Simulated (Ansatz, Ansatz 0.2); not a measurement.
# The $^{51}$V quadrupolar coupling in vanadinite: relaxed geometry, functional and quadrupole moment

## What was measured

The quantity is the size of the quadrupolar coupling constant $|eQV_{zz}/h|$ of $^{51}$V in vanadinite, Pb$_5$(VO$_4$)$_3$Cl. It was obtained by NMR on a natural single crystal, where the quadrupolar splittings are followed as the crystal is turned in the field. The value is taken from Bräuniger, "High-Precision Determination of NMR Interaction Parameters by Measurement of Single Crystals: A Review of Classical and Advanced M", Molecules 29, 4148 (2024); PMC11397636. It is quoted there from earlier work. The temperature is not given with the value, nor is the composition of the crystal; natural vanadinite often carries some arsenic or phosphorus on the vanadium site. The sign of the coupling is not compared here.

| compared with | measured | method |
| --- | --- | --- |
| size of the quadrupolar coupling constant eQVzz/h of 51V at site V (MHz) | 2.52 | single crystal |

Conditions are those given with the value in the passage it was taken from; "not stated" means there, and the paper may say more elsewhere.

## Approach

I want $|C_Q|$ of $^{51}$V within 10 % of experiment, about 0.25 MHz. The tabulated quadrupole moment of a heavier nucleus and the PAW data can each contribute several per cent or more, so 10 % is a demanding but sensible test of the calculated gradient.

The model is the ordered, stoichiometric crystal in $P6_3/m$ with 42 atoms, static and without spin-orbit coupling. All vanadium sites are equivalent and lie on a mirror plane. The gradient there depends on small distortions of the VO$_4$ tetrahedron, so the oxygen positions come first. I shall keep the measured cell, relax the atoms in it, and compute the gradient on that geometry. Then I shall tighten the numerical settings and put one other functional beside the result. Thermal motion is left out; it usually changes such a coupling by a few per cent, and I apply no correction for it.

System: V3Pb5ClO12 (Vanadinite), P6_3/m; P6_3/m (no. 176), 42 atoms in the primitive cell, conventional a, b, c = 10.33, 10.33, 7.343 A; measured cell of a crystallographic database; structure from the Crystallography Open Database; note on this database entry: old oxygen sites.

## 1. Relaxed atoms in the measured cell

I start with PBEsol for both the relaxation and the gradient. Taking the diffraction coordinates as they stand would save the relaxation, but light oxygen beside lead is hard to locate, and a small error in a V–O bond or angle goes straight into $V_{zz}$. Relaxing the cell as well would add the functional's error in the lattice constants. I expect a coupling of a few MHz, as suits a nearly regular tetrahedron.

**Run 1.** Ansatz 0.2: relaxation with PBEsol: atoms relaxed, 2x2x3 k mesh, PAW set soft_2.

Key lines of the input:
```
# cell (primitive): 10.3310 10.3310 7.3430 A, 90.00 90.00 120.00 deg
# sites: Pb1 0.0107 0.7549 0.7500; Pb2 0.3333 0.6667 0.4946; V 0.3787 0.9741 0.7500; Cl 0.0000 0.0000 0.5000; O1 0.7127 0.0939 0.4537; O2 0.4604 0.8598 0.7500; O3 0.5005 0.1696 0.7500
kpoints:
  mp_grid: { grid: [2, 2, 3] }
scf:
  occupations: { method: fixed }
hamiltonian:
  xc: pbesol
relax:
  f_tol: 0.01
  max_steps: 90
output:
  forces: true
```

Command:
```
ansatz run input.yaml --threads 4 --pin off --max-ram 24576MiB --backend cpu --events-out ev --progress --plain --runs-dir out
```

Selected lines of the output:
```
relax step   1: F+E_penalty+E_count = -150457.11047309 eV  Δ(F+E_penalty+E_count) = +0.000e0 eV  max|allowed force component| = 2.489e0 eV/Å  Δτ_max …
```

Converged; 76 s on 4 cores of Arm Neoverse V2, shared host.

**Run 2.** Ansatz 0.2: PAW field gradients, PBEsol, atoms relaxed with PBEsol in the measured cell, 3x3x3 k mesh, 420 eV, PAW set soft_2.

Key lines of the input:
```
# cell (primitive): 10.3310 10.3310 7.3430 A, 90.00 90.00 120.00 deg
# sites: Pb1 0.0251 0.7655 0.7500; Pb2 0.3333 0.6667 0.4910; V 0.3836 0.9715 0.7500; Cl 0.0000 0.0000 0.5000; O1 0.7318 0.0888 0.4353; O2 0.4811 0.8751 0.7500; O3 0.5033 0.1609 0.7500
kpoints:
  mp_grid: { grid: [3, 3, 3] }
scf:
  occupations: { method: fixed }
hamiltonian:
  xc: pbesol
output:
  efg: { quadrupole_moments_barn: { V: -0.052, Cl: -0.08112, O: -0.02558 } }
```

Selected lines of the output:
```
atom 11 V V_zz = -2.318097 η = 0.0085 by run symmetry: allowed C_q = +2.9147 MHz
```

Converged; took 17 s. Warnings: gradients_without_spin_orbit (in short: Electric field gradients are read without spin–orbit coupling, so gradients at and next to the affected atoms can shift by several per cent, up to a factor of two).

| quantity | run 1 | run 2 | measured |
| --- | --- | --- | --- |
| size of the quadrupolar coupling constant eQVzz/h of 51V at site V (MHz) | – | 2.915 | 2.52 |
| edge a of the conventional cell that the run used (Å) | 10.331 | 10.331 |  |
| edge c of the conventional cell that the run used (Å) | 7.343 | 7.343 |  |

The coupling comes out at 2.915 MHz against the measured 2.52, about 16 % too large and outside the target. The tensor is almost axial, with $\eta$ = 0.0085.

The relaxation was needed. The diffraction coordinates start with a largest force of 2.489 eV/Å, and the oxygen on the general position moves by roughly 0.3 Å. A gradient on the unrelaxed coordinates would have little meaning.

The warning concerns the missing spin–orbit coupling, which can shift gradients at the heavy atoms and next to them by several per cent, and in bad cases by up to a factor of two. Vanadium is light and has oxygen between it and the lead, so I expect the effect there to be at the small end, but no run here measures it.

## 2. Cutoff and k mesh

Before I blame the functional, the gradient has to stand on firm settings. I raise the cutoff to 900 eV and, separately, the mesh to 4x4x5, both on the same relaxed atoms. For a closed-shell insulator with a cell this large I expect the mesh to do almost nothing; the cutoff is the more likely of the two to matter, with oxygen 2p and vanadium 3d states to describe.

**Run 3.** Ansatz 0.2: PAW field gradients, PBEsol, atoms relaxed with PBEsol in the measured cell, 3x3x3 k mesh, 900 eV, PAW set soft_2.

Key lines of the input, as changed from run 2:
```diff
+ basis:
+   ecutwfc: 900
```

Selected lines of the output:
```
atom 11 V V_zz = -2.316084 η = 0.0076 by run symmetry: allowed C_q = +2.9121 MHz
```

Converged; took 47 s. Warnings: gradients_without_spin_orbit.

**Run 4.** Ansatz 0.2: PAW field gradients, PBEsol, atoms relaxed with PBEsol in the measured cell, 4x4x5 k mesh, 420 eV, PAW set soft_2.

Key lines of the input, as changed from run 2:
```diff
  kpoints:
-   mp_grid: { grid: [3, 3, 3] }
+   mp_grid: { grid: [4, 4, 5] }
```

Selected lines of the output:
```
atom 11 V V_zz = -2.318174 η = 0.0085 by run symmetry: allowed C_q = +2.9148 MHz
```

Converged; took 29 s. Warnings: gradients_without_spin_orbit.

| quantity | run 3 | run 4 | measured |
| --- | --- | --- | --- |
| size of the quadrupolar coupling constant eQVzz/h of 51V at site V (MHz) | 2.912 | 2.915 | 2.52 |
| edge a of the conventional cell that the run used (Å) | 10.331 | 10.331 |  |
| edge c of the conventional cell that the run used (Å) | 7.343 | 7.343 |  |

Neither setting accounts for the miss. The higher cutoff lowers the coupling by only 0.003 MHz, and the denser mesh leaves it at 2.915 MHz. The excess of about 0.4 MHz therefore lies elsewhere: in the relaxed geometry, the functional, the quadrupole moment, the PAW data, the missing spin–orbit coupling, or the difference between a static ideal crystal and the natural one. These two tests concern the gradient on fixed atoms; the settings of the relaxation itself are untested.

## 3. r2SCAN, with the geometry separated

The neighbouring level I want is r2SCAN, which describes the V–O bond differently from PBEsol. I compute its gradient twice in the measured cell, once on the PBEsol atoms and once on atoms relaxed with r2SCAN itself. The first shows what the functional does to the charge density at fixed atoms, the second adds what it does to the tetrahedron. Since the gradient is so sensitive to the oxygen positions, I expect the geometry to make the larger difference, but I would not bet on its sign.

**Run 5.** Ansatz 0.2: PAW field gradients, r2SCAN, atoms relaxed with PBEsol in the measured cell, 3x3x3 k mesh, 500 eV, PAW set soft_2.

Key lines of the input, as changed from run 2:
```diff
  hamiltonian:
-   xc: pbesol
+   xc: r2scan
```

Selected lines of the output:
```
atom 11 V V_zz = -2.404666 η = 0.0089 by run symmetry: allowed C_q = +3.0235 MHz
```

Converged; took 34 s. Warnings: gradients_without_spin_orbit.

**Run 6.** Ansatz 0.2: relaxation with r2SCAN: atoms relaxed, 2x2x3 k mesh, PAW set soft_2.

Key lines of the input, as changed from run 1:
```diff
  hamiltonian:
-   xc: pbesol
+   xc: r2scan
```

Converged; took 2.8 min.

**Run 7.** Ansatz 0.2: PAW field gradients, r2SCAN, atoms relaxed with r2SCAN in the measured cell, 3x3x3 k mesh, 500 eV, PAW set soft_2.

Key lines of the input:
```
# cell (primitive): 10.3310 10.3310 7.3430 A, 90.00 90.00 120.00 deg
# sites: Pb1 0.0191 0.7615 0.7500; Pb2 0.3333 0.6667 0.4905; V 0.3833 0.9728 0.7500; Cl 0.0000 0.0000 0.5000; O1 0.7317 0.0893 0.4349; O2 0.4836 0.8797 0.7500; O3 0.5002 0.1631 0.7500
kpoints:
  mp_grid: { grid: [3, 3, 3] }
scf:
  occupations: { method: fixed }
hamiltonian:
  xc: r2scan
output:
  efg: { quadrupole_moments_barn: { V: -0.052, Cl: -0.08112, O: -0.02558 } }
```

Selected lines of the output:
```
atom 11 V V_zz = -2.291203 η = 0.0693 by run symmetry: allowed C_q = +2.8809 MHz
```

Converged; took 32 s. Warnings: gradients_without_spin_orbit.

| quantity | run 5 | run 6 | run 7 | measured |
| --- | --- | --- | --- | --- |
| size of the quadrupolar coupling constant eQVzz/h of 51V at site V (MHz) | 3.024 | – | 2.881 | 2.52 |
| edge a of the conventional cell that the run used (Å) | 10.331 | 10.331 | 10.331 |  |
| edge c of the conventional cell that the run used (Å) | 7.343 | 7.343 | 7.343 |  |

With r2SCAN throughout the coupling is 2.881 MHz, still 14 % too large. The near agreement with PBEsol hides two opposing changes. On the same atoms r2SCAN raises the coupling by 0.109 MHz; its own relaxation then lowers it by 0.143 MHz. Geometry is the larger term, though not by much.

The coordinates show where the two relaxations differ. The lead on the mirror plane sits about 0.05 Å apart in the two structures, and the two mirror-plane oxygens differ by about as much. Compared with diffraction, PBEsol has moved that lead by about 0.13 Å and r2SCAN by about 0.08 Å. That is a lot for lead, which X-rays locate far more easily than oxygen, and it makes the geometry worth another look.

## 4. How far the geometry can move it

I now take the PBEsol gradient on two other structures: the diffraction coordinates as they stand, and a full relaxation of atoms and cell. The first I skipped at the start and still do not regard as a better structure, given the forces on it; it serves to show how strongly the coupling responds to shifts of this size. The second tests whether holding the measured cell strains the tetrahedron. I expect a large change from the first and a small one from the second.

**Run 8.** Ansatz 0.2: PAW field gradients, PBEsol, measured structure, 3x3x3 k mesh, 420 eV, PAW set soft_2.

Key lines of the input:
```
# cell (primitive): 10.3310 10.3310 7.3430 A, 90.00 90.00 120.00 deg
# sites: Pb1 0.0107 0.7549 0.7500; Pb2 0.3333 0.6667 0.4946; V 0.3787 0.9741 0.7500; Cl 0.0000 0.0000 0.5000; O1 0.7127 0.0939 0.4537; O2 0.4604 0.8598 0.7500; O3 0.5005 0.1696 0.7500
kpoints:
  mp_grid: { grid: [3, 3, 3] }
scf:
  occupations: { method: fixed }
hamiltonian:
  xc: pbesol
output:
  efg: { quadrupole_moments_barn: { V: -0.052, Cl: -0.08112, O: -0.02558 } }
```

Selected lines of the output:
```
atom 11 V V_zz = +8.569308 η = 0.2107 by run symmetry: allowed C_q = -10.7747 MHz
```

Converged; took 18 s. Warnings: gradients_without_spin_orbit.

**Run 9.** Ansatz 0.2: relaxation with PBEsol: atoms and cell relaxed, 2x2x3 k mesh, PAW set soft_2.

Key lines of the input, as changed from run 1:
```diff
  relax:
+   cell: {}
```

Selected lines of the output:
```
relax step   1: F+E_penalty+E_count = -150457.11047312 eV  Δ(F+E_penalty+E_count) = +0.000e0 eV  max|allowed force component| = 2.489e0 eV/Å  Δτ_max …
```

Converged; took 2.4 min.

**Run 10.** Ansatz 0.2: PAW field gradients, PBEsol, atoms and cell relaxed with PBEsol, 2x2x3 k mesh, 420 eV, PAW set soft_2.

Key lines of the input:
```
# cell (primitive): 10.4200 10.4200 7.1849 A, 90.00 90.00 120.00 deg
# sites: Pb1 0.0287 0.7674 0.7500; Pb2 0.3333 0.6667 0.4924; V 0.3858 0.9716 0.7500; Cl 0.0000 0.0000 0.5000; O1 0.7293 0.0881 0.4389; O2 0.4810 0.8744 0.7500; O3 0.5053 0.1587 0.7500
kpoints:
  mp_grid: { grid: [2, 2, 3] }
scf:
  occupations: { method: fixed }
hamiltonian:
  xc: pbesol
output:
  efg: { quadrupole_moments_barn: { V: -0.052, Cl: -0.08112, O: -0.02558 } }
```

Converged; took 12 s. Warnings: gradients_without_spin_orbit.

| quantity | run 8 | run 9 | run 10 | measured |
| --- | --- | --- | --- | --- |
| size of the quadrupolar coupling constant eQVzz/h of 51V at site V (MHz) | 10.775 | – | 3.162 | 2.52 |
| edge a of the conventional cell that the run used (Å) | 10.331 | 10.420 | 10.420 |  |
| edge c of the conventional cell that the run used (Å) | 7.343 | 7.185 | 7.185 |  |

On the diffraction coordinates the coupling is 10.775 MHz in size, more than four times the measured value, and $V_{zz}$ has the opposite sign to that on the relaxed atoms. These coordinates are useless for the gradient, and the first relaxation was indispensable.

Relaxing the cell as well takes the coupling to 3.162 MHz, about 25 % above experiment. I had expected a small change; it is 0.247 MHz, as large as the whole tolerance. PBEsol lengthens $a$ by 0.9 % and shortens $c$ by 2.2 %, so the measured cell is the better choice here. Holding it is not what makes the coupling too large, since releasing it makes the miss worse.

The response to geometry is strong enough that a modest error in the relaxed positions could account for the remaining excess. That is a conjecture: none of the structures I tried brings the coupling within 10 % of experiment.

## All runs against the measurement

| run | settings | size of the quadrupolar coupling constant eQVzz/h of 51V at site V (MHz) | deviation | cost |
| --- | --- | --- | --- | --- |
| 1 | relaxation with PBEsol: atoms relaxed, 2x2x3 k mesh | – |  | 5.1 core-min |
| 2 | PAW field gradients, PBEsol, atoms relaxed with PBEsol in the measured cell, 3x3x3 k mesh, 420 eV | 2.915 | +0.395 (+15.7 %) | 67 core-s |
| 3 | PAW field gradients, PBEsol, atoms relaxed with PBEsol in the measured cell, 3x3x3 k mesh, 900 eV | 2.912 | +0.392 (+15.6 %) | 3.1 core-min |
| 4 | PAW field gradients, PBEsol, atoms relaxed with PBEsol in the measured cell, 4x4x5 k mesh, 420 eV | 2.915 | +0.395 (+15.7 %) | 1.9 core-min |
| 5 | PAW field gradients, r2SCAN, atoms relaxed with PBEsol in the measured cell, 3x3x3 k mesh, 500 eV | 3.024 | +0.504 (+20.0 %) | 2.2 core-min |
| 6 | relaxation with r2SCAN: atoms relaxed, 2x2x3 k mesh | – |  | 11 core-min |
| 7 | PAW field gradients, r2SCAN, atoms relaxed with r2SCAN in the measured cell, 3x3x3 k mesh, 500 eV | 2.881 | +0.361 (+14.3 %) | 2.1 core-min |
| 8 | PAW field gradients, PBEsol, measured structure, 3x3x3 k mesh, 420 eV | 10.775 | +8.255 (+327.6 %) | 71 core-s |
| 9 | relaxation with PBEsol: atoms and cell relaxed, 2x2x3 k mesh | – |  | 9.7 core-min |
| 10 | PAW field gradients, PBEsol, atoms and cell relaxed with PBEsol, 2x2x3 k mesh, 420 eV | 3.162 | +0.642 (+25.5 %) | under 1 core-min |
|  | measured | 2.52 |  |  |

The runs in order, against the measurement:

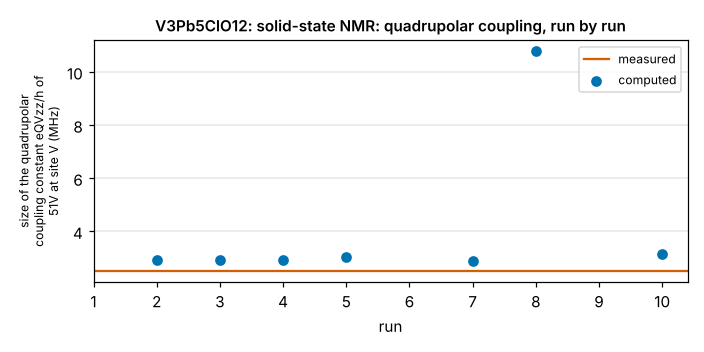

## Conclusion

The run I committed to, PBEsol gradients on PBEsol-relaxed atoms in the measured cell, misses the 10 % target: 2.915 MHz against 2.52, or 15.7 % too large. It cost 67 core-seconds after a relaxation of 5.1 core-minutes. r2SCAN throughout gives 2.881 MHz and misses too; the two are too close to rank.

The miss holds for the quadrupole moment used, −0.052 barn. Another tabulated value, −0.043 barn, would lower every coupling by about 17 % and bring the PBEsol result to roughly 2.4 MHz, inside the target. The miss therefore cannot be charged to the functional, and one coupling constant cannot decide between the moments.

Relaxing the atoms was the decisive step: the diffraction coordinates give 10.775 MHz and a gradient of opposite sign. Relaxing the cell as well raised the coupling to 3.162 MHz. The higher cutoff and denser mesh hardly changed the gradient on fixed atoms, but the relaxation's own settings remain untested. In r2SCAN, a larger coupling at fixed atoms is offset by the change in geometry, so its closeness to PBEsol is partly a cancellation.

Other PAW data could shift the result by several per cent or more, in either direction. Thermal motion probably matters by a few per cent; the effects of spin–orbit coupling and of arsenic or phosphorus in the natural crystal are unknown here in both sign and size. A gradient calculation with an independent all-electron method would be the most useful next test.

[Logs are printed without paths, hosts, clocks, repeated set-up lines and the standing remarks that a program may print on its own settings, such as how far it seeks lower states.]

[The runs shown are a pick from a larger set of finished runs; failed, doubtful and other runs were left out of it ahead of writing. So were measured values far from every level or from commonly accepted values, and agreement can look better than it is. Lines of input and output are excerpts and may be shortened.]
